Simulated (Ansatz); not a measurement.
**A series of single points on Mo**

System: Mo (P6/mmm, 3 atoms in the cell).
Method: DFT, RPBE, plane waves (420 eV) with PAW, scalar-relativistic, no spin polarisation (Ansatz 0.2.0).

The 5 runs differ only in the geometry, by an even scaling of the cell at fixed fractional positions.

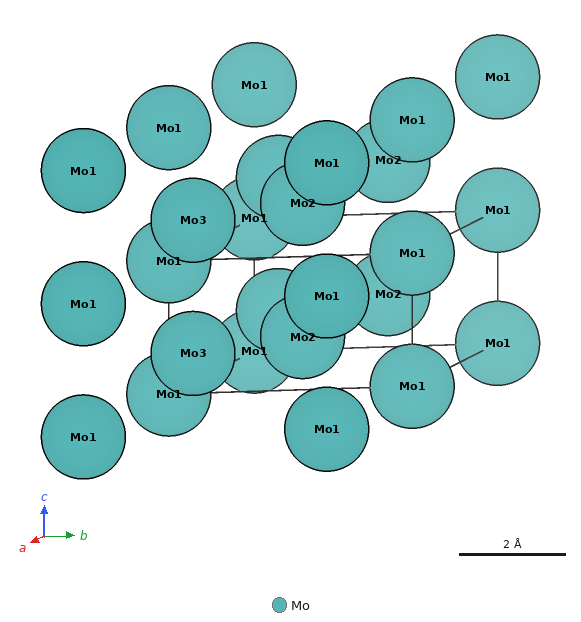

Figure 1. The structure of run 3 (spheres-only view of the cell of the calculation, repeated 2 × 1 × 2, seen slightly off an axis; atoms are numbered from 1 in the order of the input).

**Input of run 3**
```yaml
crystal:
  lattice:
    - [4.6906993487, 0.0, 0.0]
    - [-2.3453496744, 4.0622647975, 0.0]
    - [0.0, 0.0, 2.5752274974]
  atoms:
    - { symbol: Mo, position: [0.0, 1.0, 0.0] }
    - { symbol: Mo, position: [0.3333333333, 0.6666666667, 0.5] }
    - { symbol: Mo, position: [0.6666666667, 0.3333333333, 0.5] }
hamiltonian:
  xc: rpbe
  pseudopotentials:
    kind: paw
    azcp:
      Mo: "pseudopotentials/Mo.paw.azcp"
basis:
  ecutwfc: 420
  fft_grid_basis: typed
kpoints:
  mp_grid: { grid: [9, 9, 14], shift: [0, 0, 0] }
magnetization:
  spin_polarized: false
scf:
  occupations: { method: fermi_dirac, width: 0.1 }
  lower_state_search: "off"
output:
  stress: true
```

Command:
```bash
ansatz run input.yaml --threads 2 --pin off --max-ram 5120MiB --backend cpu --events-out ev --progress --plain --runs-dir out
```

Lattice vectors (Å) and fractional positions of run 3:
```
   4.690699    0.000000    0.000000
  -2.345350    4.062265    0.000000
   0.000000    0.000000    2.575227
Mo -0.000000  1.000000  0.000000
Mo  0.333333  0.666667  0.500000
Mo  0.666667  0.333333  0.500000
```

Run 2 differs from it as follows:
```diff
-    - [4.6906993487, 0.0, 0.0]
-    - [-2.3453496744, 4.0622647975, 0.0]
-    - [0.0, 0.0, 2.5752274974]
+    - [4.6273037483, 0.0, 0.0]
+    - [-2.3136518742, 4.0073625971, 0.0]
+    - [0.0, 0.0, 2.5404228593]
```

**Results, with one run withheld**

| run | volume per atom (Å³) | free energy per atom, from the lowest run given (meV) | pressure (GPa) |
| --- | --- | --- | --- |
| 1 | 14.394 | 208.28 | 37.89 |
| 2 | 15.703 | ? | ? |
| 3 | 16.357 | 0.00 | 0.04 |
| 4 | 17.011 | 17.18 | −8.16 |
| 5 | 18.320 | 136.29 | −20.16 |

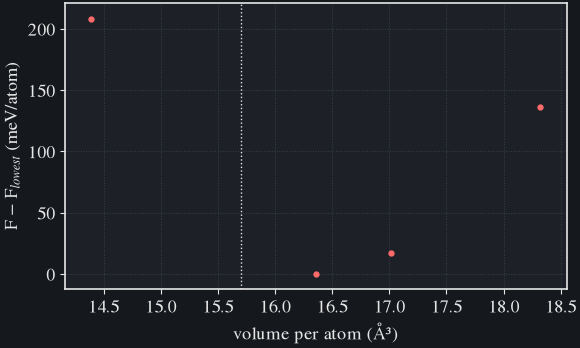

Figure 2. Free energy per atom of the runs given; the dotted line marks run 2.

Fit the runs given and predict run 2.

A quadratic polynomial in V^(−2/3) (the Birch–Murnaghan form), fitted to the 4 runs given, misses them by at most 0.25 meV per atom. With x = V^(−2/3) − 0.15482 Å⁻², it reads F = 0.3007 − 650.79 x + 1.0806e+06 x² (meV per atom). At run 2 it gives 20.64 meV per atom, and the run itself gives 20.05. The slope of the fit gives a pressure −dF/dV of 10.19 GPa there, and the run prints 10.13 GPa. The two needn't agree exactly: the fit is approximate, and the printed stress is taken on a finite basis. The fit has its minimum at 16.368 Å³ per atom, where V d²F/dV² gives 226 GPa. Cell shape and fractional positions are held, so this is the stiffness under even scaling; the relaxed bulk modulus wasn't computed. So low a polynomial doesn't follow these energies more closely.

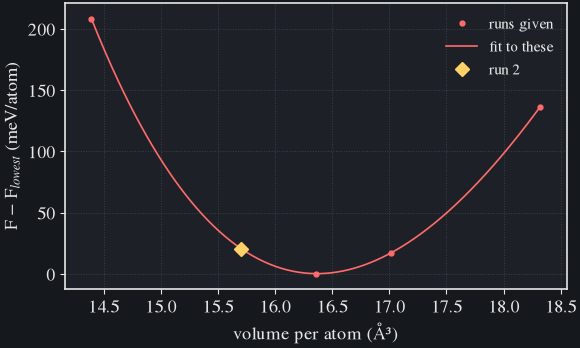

Figure 3. The fit and the withheld run.

**Output, shortened to warnings, some set-up lines, iterations and results (run 2)**
```
Basis set: ecut = 420 eV, 915 PW (Γ)
Symmetry: 24 space group operations
k-points: 96 of 1134
Initial density: superposition of atomic densities (neutral atoms: chi_scale 0, normalization atom), corrected by the library's trained network
[...]
SCF iter   1: F=—  HF=-14887.908330 eV  |F-HF|=—  |Δ(HF+E_count)|=         —  Δρ=1.18e-2  dr2=1.45e-1  ethr=1.77e-3  ⟨swp⟩=5.0  Hψ=10033  notcnv=0
SCF iter   2: F=—  HF=-14887.903536 eV  |F-HF|=—  |Δ(HF+E_count)|=   4.79e-3  Δρ=8.89e-3  dr2=9.28e-2  ethr=3.45e-4  ⟨swp⟩=1.0  Hψ=3264  notcnv=0
SCF iter   3: F=—  HF=-14887.894699 eV  |F-HF|=—  |Δ(HF+E_count)|=   8.84e-3  Δρ=1.33e-3  dr2=5.75e-4  ethr=2.21e-4  ⟨swp⟩=1.7  Hψ=2712  notcnv=0
SCF iter   4: F=—  HF=-14887.894481 eV  |F-HF|=—  |Δ(HF+E_count)|=   2.19e-4  Δρ=4.22e-4  dr2=5.64e-5  ethr=1.37e-6  ⟨swp⟩=2.0  Hψ=4367  notcnv=0
SCF iter   5: F=—  HF=-14887.894487 eV  |F-HF|=—  |Δ(HF+E_count)|=   5.94e-6  Δρ=1.31e-4  dr2=5.13e-6  ethr=1.34e-7  ⟨swp⟩=2.5  Hψ=3538  notcnv=0
SCF iter   6: F=—  HF=-14887.894487 eV  |F-HF|=—  |Δ(HF+E_count)|=   6.79e-7  Δρ=2.30e-5  dr2=2.10e-7  ethr=1.22e-8  ⟨swp⟩=2.6  Hψ=3995  notcnv=0
SCF iter   7: F=-14887.894487 eV  HF=-14887.894487 eV  |F-HF|=3.89e-10  |Δ(HF+E_count)|=   5.88e-9  Δρ=3.23e-6  dr2=2.08e-9  ethr=2.38e-10  ⟨swp⟩=4.0  Hψ=7867  notcnv=0
SCF 1 converged in 7 iterations: F = -14887.894487 eV  dr2 = 2.08e-9
SCF converged after 7 iterations
Free energy (F): -14887.894487 eV
Harris-Foulkes:  -14887.894487 eV  (|F-HF|=3.89e-10)
Internal energy: -14887.770586 eV  (E = F + TS)
E sigma→0 (E₀):  -14887.832537 eV
Entropy (-TS):   -0.123901 eV (-41.300 meV/atom)
Fermi energy:    20.890935 eV
--- Per-component energies (eV) ---
  E_band       = -163.107789
  E_kinetic    = 1326.643878
  E_local      = -2391.762420  (includes V_loc(G=0)·N_el)
  E_nonlocal   = 427.961249
  E_hartree    = 796.315942
  E_xc         = -551.610828
  E_vxc        = -687.740712  (∫ρ·V_xc dr)
  E_paw        = -9625.113250  (= ΣΔE_a)
  E_vpaw       = -430.842984  (= ΣTr[D̂ρ^β])
  E_aug_tail   = 0.000146  (compensation charges beyond the density's cutoff)
  E_ewald      = -4869.932057
  E_core_change = -0.273248  (= ΣΔE_core)
  E_smearing   = -0.123901  (= −TS)
  E_closure    = -0.000000  (closes the sum)
  Σ components = -14887.894487   (vs F -14887.894487, Δ=0.00e0)
--- Stress (GPa, compression-positive) ---
       10.167104       0.000000       0.000000
        0.000000      10.167104       0.000000
        0.000000       0.000000      10.068536
  P = ⅓ Tr σ = 10.1342 GPa (101.342 kbar)
```
